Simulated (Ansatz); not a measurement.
PtSe2: single-point calculation (part 2 of 2)

Continued. System: PtSe2 (slab, 12 atoms in the cell). Method: DFT PBE+D3(BJ), scalar-relativistic, plane waves, PAW, no spin polarisation (Ansatz 0.2.0); cutoff 420 eV, 12×12×1 k-mesh, Gaussian smearing of 0.1 eV. The structure derives from an entry of the Crystallography Open Database.

Geometry of the input (Å; fractional positions):
```
3.7541  0.0000  0.0000
-1.8770  3.2511  0.0000
0.0000  0.0000  60.0613
Se 0.6667  0.3333  0.3565
Pt 0.0000  0.0000  0.3784
Se 0.3333  0.6667  0.3996
Se 0.6667  0.3333  0.4381
Pt 0.0000  0.0000  0.4595
Se 0.3333  0.6667  0.4810
Se 0.6667  0.3333  0.5190
Pt 0.0000  0.0000  0.5405
Se 0.3333  0.6667  0.5619
Se 0.6667  0.3333  0.6004
Pt 0.0000  0.0000  0.6216
Se 0.3333  0.6667  0.6435
```

## What the program printed, continued
```
  k-point 0: bands = ["-104.1678", "-104.1678", "-104.1330", "-104.1330", "-58.4100", "-58.4100", "-58.4099", "-58.4099", "-58.3694", "-58.3694", "-58.3694", "-58.3694", "-58.3329", "-58.3329", "-58.2899", "-58.2899", "-53.3335", "-53.3335", "-53.3327", "-53.3327", "-53.3256", "-53.3256", "-53.3233", "-53.3233", "-53.3209", "-53.3200", "-53.3194", "-53.3194", "-53.3193", "-53.3193", "-53.3092", "-53.3092", "-53.3092", "-53.3092", "-53.3042", "-53.3042", "-53.3033", "-53.3033", "-53.3033", "-53.3033", "-53.2901", "-53.2901", "-53.2901", "-53.2901", "-53.2844", "-53.2844", "-53.0598", "-53.0598", "-53.0598", "-53.0598", "-53.0254", "-53.0254", "-53.0254", "-53.0254", "-53.0123", "-53.0123", "-20.3819", "-20.1489", "-19.8443", "-19.5859", "-18.6870", "-18.2027", "-17.7902", "-17.5124", "-11.7537", "-11.2302", "-11.0078", "-11.0078", "-10.9621", "-10.9621", "-10.8619", "-10.8619", "-10.8599", "-10.8599", "-10.5912", "-10.0553", "-8.6556", "-8.6556", "-8.6315", "-8.6315", "-8.5656", "-8.5656", "-8.5646", "-8.5646", "-7.5254", "-7.3351", "-7.3069", "-6.8523", "-6.8352", "-6.3641", "-6.3641", "-6.1272", "-6.1272", "-6.0427", "-5.8792", "-5.8792", "-5.7681", "-5.7681", "-5.2182", "-4.4214", "-3.5028", "-3.5028", "-3.1305", "-3.1305", "-2.7699", "-2.7699"]
  k-point 1: bands = ["-104.1677", "-104.1677", "-104.1329", "-104.1329", "-58.4105", "-58.4105", "-58.4101", "-58.4101", "-58.3700", "-58.3700", "-58.3696", "-58.3696", "-58.3329", "-58.3329", "-58.2899", "-58.2899", "-53.3335", "-53.3335", "-53.3327", "-53.3327", "-53.3256", "-53.3256", "-53.3233", "-53.3232", "-53.3209", "-53.3200", "-53.3194", "-53.3193", "-53.3193", "-53.3193", "-53.3092", "-53.3092", "-53.3092", "-53.3091", "-53.3042", "-53.3042", "-53.3033", "-53.3033", "-53.3033", "-53.3033", "-53.2901", "-53.2901", "-53.2901", "-53.2901", "-53.2844", "-53.2844", "-53.0598", "-53.0598", "-53.0598", "-53.0598", "-53.0254", "-53.0254", "-53.0254", "-53.0254", "-53.0123", "-53.0123", "-20.3070", "-20.0767", "-19.7752", "-19.5153", "-18.6670", "-18.1978", "-17.8047", "-17.5461", "-11.6882", "-11.3107", "-11.1007", "-10.9675", "-10.9158", "-10.8993", "-10.8640", "-10.8159", "-10.8127", "-10.8014", "-10.4215", "-10.0027", "-8.7981", "-8.7440", "-8.7363", "-8.6908", "-8.6714", "-8.6665", "-8.6223", "-8.6195", "-7.4852", "-7.4361", "-7.3952", "-7.2747", "-7.0837", "-6.6997", "-6.3514", "-6.3510", "-6.1247", "-6.0010", "-5.9066", "-5.8762", "-5.7507", "-5.3385", "-4.9081", "-4.6211", "-3.6647", "-3.6435", "-3.4682", "-3.2458", "-3.2381", "-2.9989"]
  k-point 2: bands = ["-104.1677", "-104.1677", "-104.1329", "-104.1329", "-58.4122", "-58.4122", "-58.4106", "-58.4106", "-58.3716", "-58.3716", "-58.3700", "-58.3700", "-58.3328", "-58.3327", "-58.2898", "-58.2898", "-53.3335", "-53.3335", "-53.3327", "-53.3326", "-53.3257", "-53.3256", "-53.3234", "-53.3231", "-53.3208", "-53.3201", "-53.3194", "-53.3193", "-53.3193", "-53.3192", "-53.3093", "-53.3092", "-53.3091", "-53.3091", "-53.3043", "-53.3043", "-53.3033", "-53.3033", "-53.3033", "-53.3033", "-53.2902", "-53.2902", "-53.2900", "-53.2900", "-53.2843", "-53.2843", "-53.0599", "-53.0599", "-53.0597", "-53.0597", "-53.0254", "-53.0254", "-53.0253", "-53.0253", "-53.0123", "-53.0123", "-20.0898", "-19.8689", "-19.5784", "-19.3145", "-18.6102", "-18.1859", "-17.8476", "-17.6403", "-11.5271", "-11.3661", "-11.2949", "-10.8601", "-10.8415", "-10.7957", "-10.7933", "-10.6924", "-10.6845", "-10.4924", "-10.1659", "-9.9937", "-9.2767", "-9.1400", "-9.0467", "-9.0091", "-8.9034", "-8.8225", "-8.7397", "-8.7289", "-7.9042", "-7.8472", "-7.7370", "-7.7096", "-6.8466", "-6.6347", "-6.5413", "-6.4181", "-6.1964", "-6.1091", "-6.0156", "-5.9393", "-5.7812", "-5.6235", "-5.1885", "-4.8142", "-4.0335", "-3.8952", "-3.8826", "-3.7218", "-3.4342", "-3.2502"]
  k-point 18: bands = ["-104.1676", "-104.1676", "-104.1328", "-104.1328", "-58.4163", "-58.4163", "-58.4163", "-58.4163", "-58.3758", "-58.3758", "-58.3757", "-58.3757", "-58.3323", "-58.3322", "-58.2892", "-58.2892", "-53.3336", "-53.3331", "-53.3331", "-53.3320", "-53.3267", "-53.3243", "-53.3243", "-53.3230", "-53.3202", "-53.3202", "-53.3194", "-53.3194", "-53.3191", "-53.3191", "-53.3094", "-53.3094", "-53.3086", "-53.3086", "-53.3047", "-53.3047", "-53.3033", "-53.3033", "-53.3030", "-53.3030", "-53.2903", "-53.2903", "-53.2898", "-53.2898", "-53.2841", "-53.2841", "-53.0598", "-53.0598", "-53.0595", "-53.0595", "-53.0257", "-53.0257", "-53.0251", "-53.0251", "-53.0121", "-53.0121", "-18.4130", "-18.4130", "-18.3840", "-18.3840", "-18.3653", "-18.3653", "-18.0454", "-18.0454", "-11.6057", "-11.3491", "-11.1434", "-11.1434", "-11.0344", "-10.9782", "-10.9782", "-10.8299", "-10.8299", "-10.8095", "-10.5059", "-10.5059", "-9.3165", "-9.3165", "-9.2164", "-9.2164", "-9.1389", "-9.1389", "-9.1110", "-9.1110", "-8.9357", "-8.4789", "-8.4055", "-8.2615", "-8.2612", "-8.1633", "-7.6914", "-7.2801", "-7.2030", "-7.2030", "-7.0026", "-7.0026", "-6.7446", "-6.7446", "-6.5058", "-6.5058", "-4.6478", "-4.6478", "-4.0921", "-4.0921", "-3.3867", "-3.3867"]
```

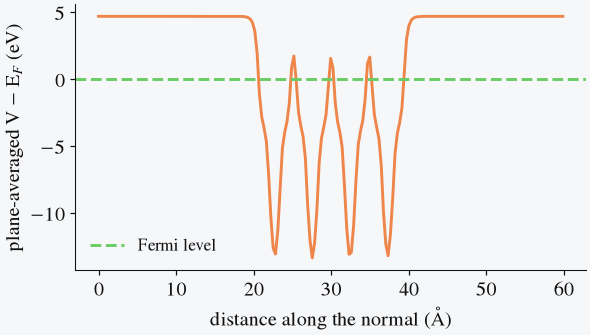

**Figure 1.** Plane average of the electrostatic potential energy of an electron across the cell, from the Fermi level. The vacuum level lies 4.71 eV above the Fermi level.

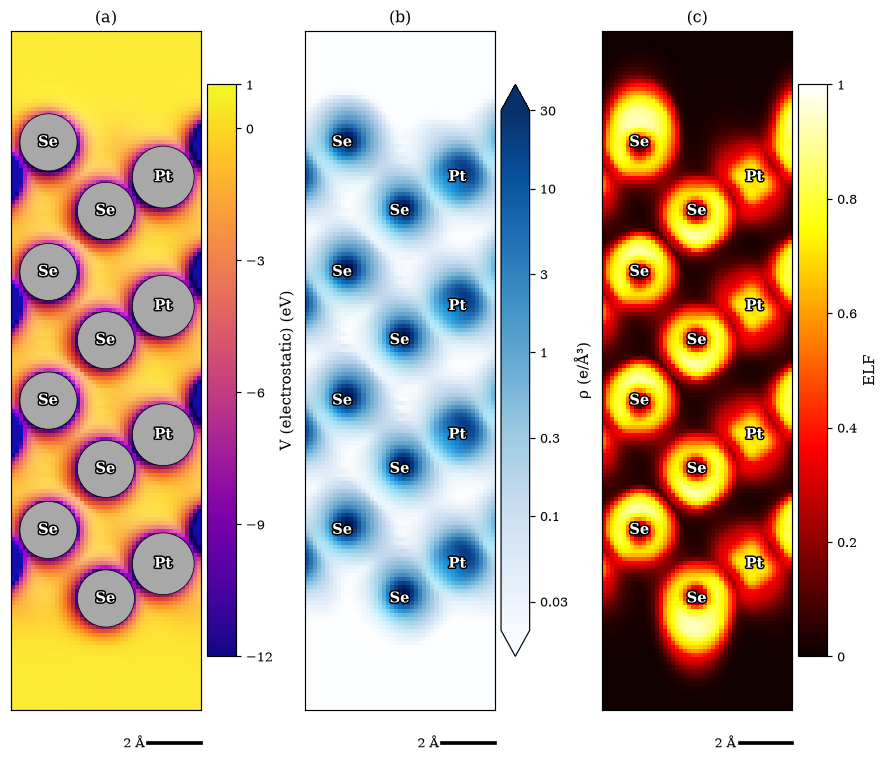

**Figure 2.** (a) electrostatic potential energy of an electron; (b) valence pseudo-density; (c) ELF on the (110) plane of the calculation cell, a cut from vacuum to vacuum. Grey discs, where drawn, cover atomic cores. The plane passes through Se and Pt nuclei. Pt–Se (2.53 Å): ρ is about 0.56 e/Å³ halfway; the ELF is about 0.50 at the midpoint. The density dies away to nearly zero in the vacuum. The strong features right at Pt lie inside the PAW spheres (semicore, d or f shells) and say nothing about bonding. Core electrons are frozen (PAW), so the fields are smoothed inside the atomic spheres.

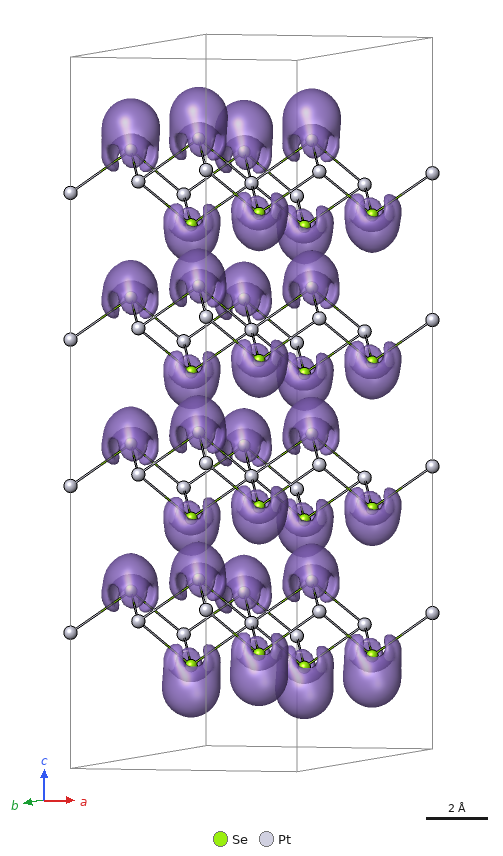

**Figure 3.** Isosurface of the ELF at 0.75 (purple), seen at an oblique angle. Core shells and regions of very low density are left out. Sticks mark near contacts. Counts are for one cell; the picture repeats the cell along the surface. Along the contacts the grid gives the following. Pt–Se (2.52 Å): the ELF is about 0.50 at the midpoint.
